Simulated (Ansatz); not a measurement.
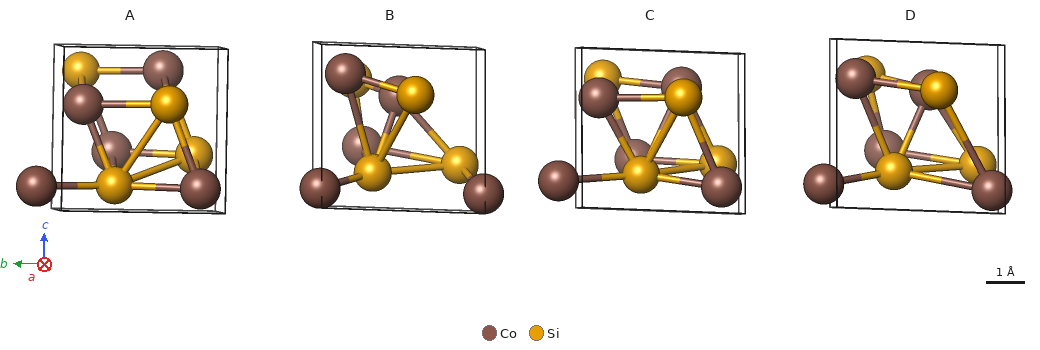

4 geometries from one relaxation of crystalline CoSi (set up in P1), in shuffled order. A ball-and-stick model of the cell of the calculation, seen from a free direction.

Case: all atoms moved at random, sigma 0.4 Å for each component, cell strained at random, sigma 0.01; relaxed back.

The calculation used DFT PBEsol, scalar-relativistic, plane waves, PAW (Ansatz). (plane-wave cutoff 420 eV; k-point mesh 8 × 8 × 8; occupations gaussian; smearing width 0.15 eV; no spin polarisation; cell and atoms relaxed; force threshold 0.01 eV/Å; at most 80 steps)

> Order the frames from highest to lowest energy.

B, D, C, A. They are steps 0, 2, 4, 12, at +4019 meV per atom, +807 meV per atom, +219 meV per atom relative to the last. Over 10 accepted moves (12 points after the start) the energy falls by 4019 meV per atom. Largest force component: 29 eV/Å at the start, 0.00055 eV/Å at the end. The pressure goes from 156.12 to 0.00 GPa. At 2 points the geometry stayed and the basis and grid were re-selected for the new cell (energy shift of 0.2 meV per atom at most each time). The atom that moves furthest relative to the cell is a Co atom (0.93 Å along [0 −1 1]). Largest moves by element: Co 0.93 Å, Si 0.63 Å. The volume changes by +1.7 %, with a 4.340 → 4.386 Å (+1.1 %), b 4.378 → 4.386 Å (+0.2 %), c 4.370 → 4.386 Å (+0.4 %), α 88.0° → 90.0°, γ 90.5° → 90.0°. Some distances before and after: Co–Si 2.359 → 3.589 Å, Co–Co 1.617 → 2.698 Å, Si–Si 1.644 → 2.714 Å, Co–Si 3.405 → 2.404 Å. New bonds form: Co–Si (3.11 → 2.30 Å). Bonds break: Co–Co (1.62 → 2.70 Å), Co–Co (1.84 → 2.70 Å), Co–Si (2.36 → 3.59 Å). Among the angles between lasting bonds that change: Si–Co–Si 113.8° → 68.7°, Si–Co–Si 67.7° → 111.0°, Si–Co–Si 111.1° → 139.3°. The space group (tolerance 0.01 Å) goes from P1 (No. 1) to P2_13 (No. 198). The run took 9.7 min on 2 threads of Intel(R) Xeon(R) Platinum 8488C (Sapphire Rapids), with other jobs on the host, peak memory 1.1 GiB.
